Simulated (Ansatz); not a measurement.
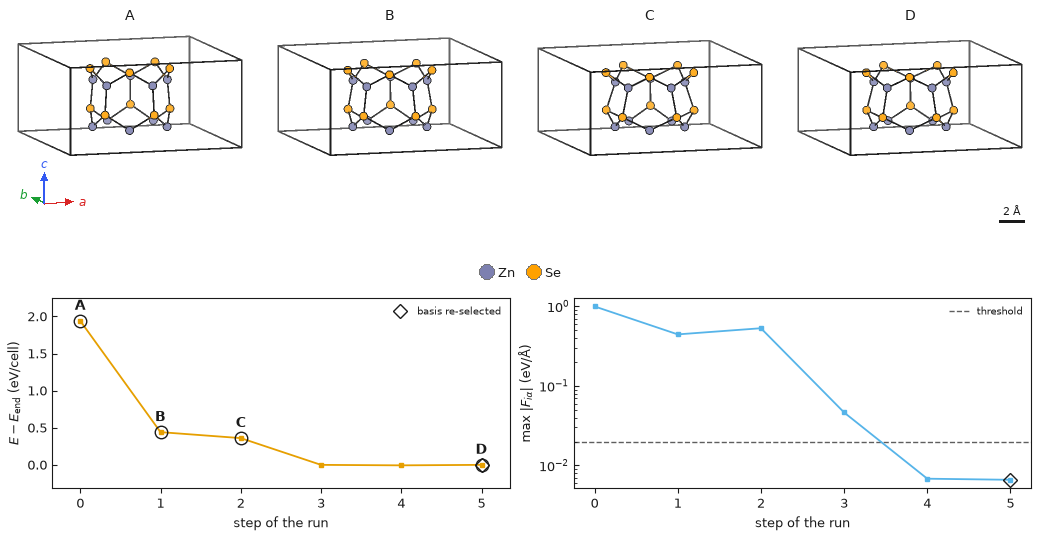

Frames of a relaxation of a wire of composition ZnSe, marked on the history of the run. The picture is a ball-and-stick view of the cell of the calculation, with the vacuum cut short, seen slightly off an axis.

Case: (5,0) tube.

Computed with Ansatz 0.2.0, DFT PBE, scalar-relativistic, plane waves, PAW.

The input:
```yaml
crystal:
  lattice:
    - [15.2, 0.0, 0.0]
    - [0.0, 15.2, 0.0]
    - [0.0, 0.0, 7.082655258]
  atoms:
    - { symbol: Zn, position: [0.7069103268, 0.5, 0.6666666667] }
    - { symbol: Zn, position: [0.5639388073, 0.6967834146, 0.6666666667] }
    - { symbol: Zn, position: [0.6673939707, 0.6216188386, 0.1666666667] }
    - { symbol: Zn, position: [0.3326060293, 0.6216188386, 0.6666666667] }
    - { symbol: Zn, position: [0.4360611927, 0.6967834146, 0.1666666667] }
    - { symbol: Zn, position: [0.3326060293, 0.3783811614, 0.6666666667] }
    - { symbol: Zn, position: [0.2930896732, 0.5, 0.1666666667] }
    - { symbol: Zn, position: [0.5639388073, 0.3032165854, 0.6666666667] }
    - { symbol: Zn, position: [0.4360611927, 0.3032165854, 0.1666666667] }
    - { symbol: Zn, position: [0.6673939707, 0.3783811614, 0.1666666667] }
    - { symbol: Se, position: [0.6789994738, 0.6300507302, 0.8333333333] }
    - { symbol: Se, position: [0.7212555175, 0.5, 0.3333333333] }
    - { symbol: Se, position: [0.431628285, 0.7104265017, 0.8333333333] }
    - { symbol: Se, position: [0.568371715, 0.7104265017, 0.3333333333] }
    - { symbol: Se, position: [0.2787444825, 0.5, 0.8333333333] }
    - { symbol: Se, position: [0.3210005262, 0.6300507302, 0.3333333333] }
    - { symbol: Se, position: [0.431628285, 0.2895734983, 0.8333333333] }
    - { symbol: Se, position: [0.3210005262, 0.3699492698, 0.3333333333] }
    - { symbol: Se, position: [0.6789994738, 0.3699492698, 0.8333333333] }
    - { symbol: Se, position: [0.568371715, 0.2895734983, 0.3333333333] }
basis:
  ecutwfc: 420
kpoints:
  mp_grid: { grid: [1, 1, 7] }
hamiltonian:
  xc: pbe
scf:
  occupations: { method: gaussian, width: 0.05 }
output:
  forces: true
  stress: true
  eigenvalues: true
  populations: true
  write_density: true
  write_potential: true
  elf: true
  volumetric_format: npy
relax:
  adjacent_minimum: "off"
  f_tol: 0.02
  max_steps: 45
  cell: { fix: [a, b, alpha, beta, gamma], stress_tol: 0.03 }
```

Command:
```bash
ansatz run input.yaml --threads 4 --pin off --max-ram 11264MiB --backend cpu --events-out ev --progress --plain --runs-dir out
```

Describe the path.

Answer. The largest moves relative to the centre of the atoms, 0.31 Å, are those of 10 atoms (Se11, Se12, Se13, Se14 and others). By element the largest moves are Se 0.31 Å, Zn 0.09 Å. Along the periodic axis the drawn cell goes c 7.083 → 6.741 Å (−4.8 %). Some distances before and after: Zn10–Se12 2.341 → 2.397 Å, Zn10–Se19 2.371 → 2.410 Å. Among the angles between lasting bonds that change: Se11–Zn2–Se13 115.2° → 128.4°, Zn2–Se13–Zn5 118.0° → 107.0°, Zn2–Se13–Zn4 104.3° → 97.3°. Over 4 accepted moves (5 points after the start) the energy falls by 1.941 eV per cell of the calculation. The largest force component goes from 1 to 0.0066 eV/Å. The SCF was repeated once at an unchanged geometry on a basis and grid sized afresh for the cell, which shifted the energy by 6.7 meV per cell of the calculation at most. From step 0 to 1: Se atoms move most (0.19 Å), energy −1.500 eV per cell of the calculation. From step 1 to 2: Zn atoms move most (0.19 Å), energy −80.5 meV per cell of the calculation. From step 2 to 5: Zn atoms move most (0.13 Å), energy −0.360 eV per cell of the calculation.

| step | E − E(0), meV/atom | largest force component, eV/Å | note |
| --- | --- | --- | --- |
| 0 | 0.00 | 0.9975 |  |
| 1 | -74.98 | 0.4440 |  |
| 2 | -79.01 | 0.5306 |  |
| 3 | -97.04 | 0.0463 |  |
| 4 | -97.36 | 0.0068 |  |
| 5 | -97.03 | 0.0066 | same geometry, new basis |
